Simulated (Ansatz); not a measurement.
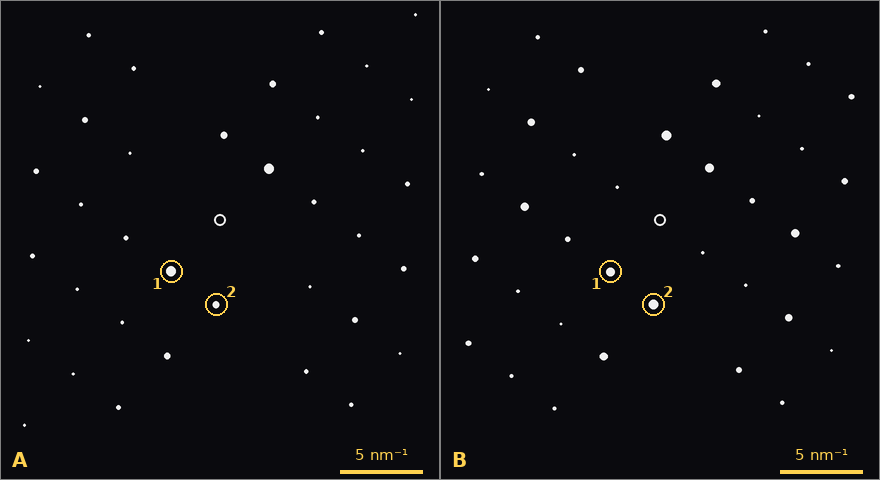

Kinematic electron diffraction patterns (200 kV, B = 0.5 Å², same scale) along [101] of the run's own cell, for the start and the end of one relaxation of SiC with Ansatz, DFT PBE, scalar-relativistic, plane waves, PAW. k mesh 16×16×18. The start is a generated model structure, and the relaxation ends in the nearest stationary point of its symmetry, not necessarily the ground state. Spot 1 is -1 1 1 and spot 2 is -1 0 1 in both.

Start structure:

```
Si C
1.0
     1.57060   -5.58235    0.00000
     1.57060    5.58235    0.00000
     0.00000    0.00000    2.48415
Si C
2 2
Direct
  0.83231 0.16769 0.25000
  0.16769 0.83231 0.75000
  0.53075 0.46925 0.25000
  0.46925 0.53075 0.75000
```

**Which pattern belongs to the start structure, and which to the relaxed one?**

B is the start: its cell gives d(1) = 2.270 Å, d(2) = 1.919 Å and an angle of 39.1°. A is the relaxed structure, with d(1) = 2.300 Å (+1.3 %), d(2) = 1.922 Å (+0.1 %) and 41.0°.

**Name reflections whose intensity changes strongly on relaxation.**

1 -3 -1 goes from 41 to 0.99 % of the strongest spot; 1 0 -1 goes from 100 to 23 % of the strongest spot; 1 2 -1 goes from 11 to 2.5 % of the strongest spot.

**What did the relaxation do to the structure and the energy?**

The volume changed by -6.9 % to 10.14 Å³ an atom; with the mean shift removed, the atoms moved by up to 0.73 Å relative to the cell (C most); the space group stayed Cmcm (No. 63); the free energy fell by 710 meV an atom. Relaxed cell: a = 5.444 Å, b = 5.444 Å, c = 2.561 Å, α = 90.00°, β = 90.00°, γ = 147.70°.
